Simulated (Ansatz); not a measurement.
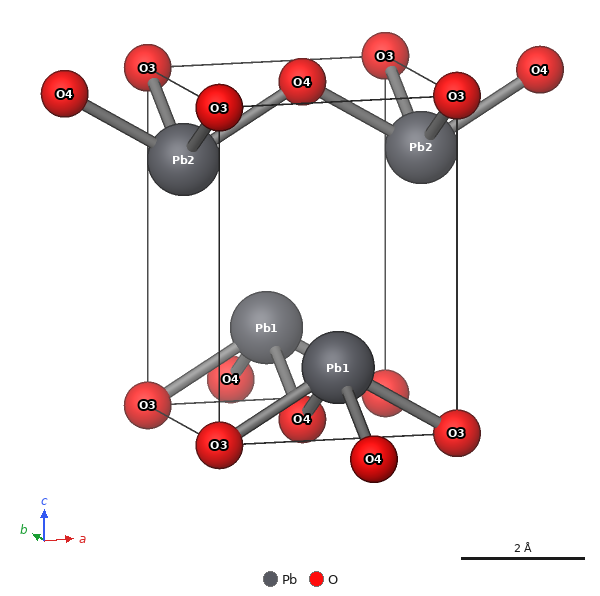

Reference structure: crystalline PbO (built on the PbO type). A ball-and-stick model of the cell of the calculation, seen slightly off an axis.

Theory: Ansatz, DFT PBE, scalar-relativistic, plane waves, PAW. Set-up: plane-wave cutoff 420 eV; k-point mesh 8 × 8 × 6; occupations gaussian; smearing width 0.05 eV; no spin polarisation.

Now this is done to it. The cell is strained by +1.7 % roughly along [2 2 −1], +0.9 % roughly along [1 −2 −1], −2.7 % roughly along [1 0 1] (volume −0.2 %) and atoms are displaced by up to 0.08 Å (root mean square over those that move 0.06 Å) relative to the cell: O4 0.08 Å along [1 1 −3], Pb1 0.05 Å along [−3 −2 0]. No relaxation follows.

Input
```yaml
crystal:
  lattice:
    - [4.039662166, 0.0228697626, -0.0790748756]
    - [0.0228697626, 4.1073631646, 0.0006508336]
    - [-0.1090972633, 0.0008979358, 5.5428513986]
  atoms:
    - { symbol: Pb, position: [0.4901373914, -0.0072511925, 0.213134463] }
    - { symbol: Pb, position: [0.0017144268, 0.5074440142, 0.7929270807] }
    - { symbol: O, position: [0.0036772214, -0.0056600576, 0.007772421] }
    - { symbol: O, position: [0.5044709604, 0.5054672359, -0.0138339648] }
basis:
  ecutwfc: 420
  ecutrho_ratio: 4
kpoints:
  mp_grid: { grid: [8, 8, 6] }
hamiltonian:
  xc: pbe
scf:
  occupations: { method: gaussian, width: 0.05 }
output:
  forces: true
  stress: true
  eigenvalues: true
```

Launched with:
```bash
ansatz run input.yaml --threads 2 --pin off --max-ram 2662MiB --backend cpu --events-out ev --progress --plain --runs-dir out
```

**What does the calculation give for the changed structure?**

Energy change: +25.1 meV per atom. The pressure goes from 0.0 to 1.2 GPa. The principal stresses (compression positive) are 4.5 GPa along [2 0 1], 0.7 GPa along [2 −2 −3], −1.4 GPa roughly along [1 3 −1]. The largest force is 0.81 eV/Å, on O4, roughly along [1 −1 3]. The forces mostly point back along the displacements (cosine −0.86). The gap on the k-mesh: 1.80 eV before, 1.72 eV after. Near-neighbour distances before and after: O–Pb 2.352 → 2.232 to 2.455 Å. The space group (tolerance 0.01 Å) goes from P4/nmm (No. 129) to P1 (No. 1).

Drawn alike, the variant:

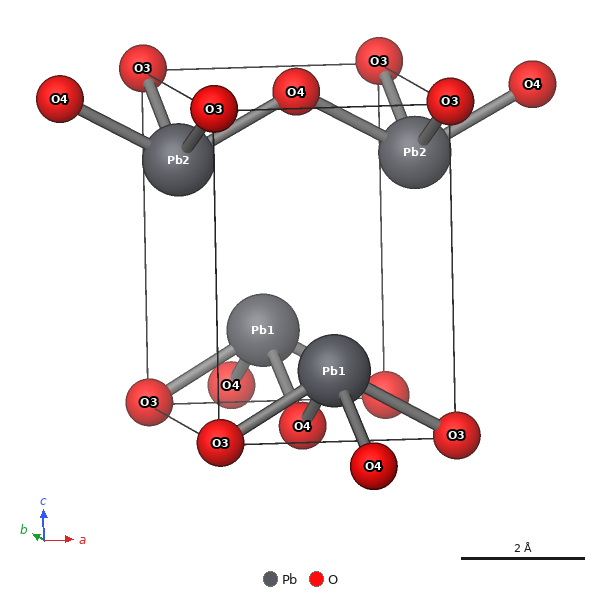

Limits of the set-up: layers or molecules are held without a dispersion correction, so their spacing is unreliable.
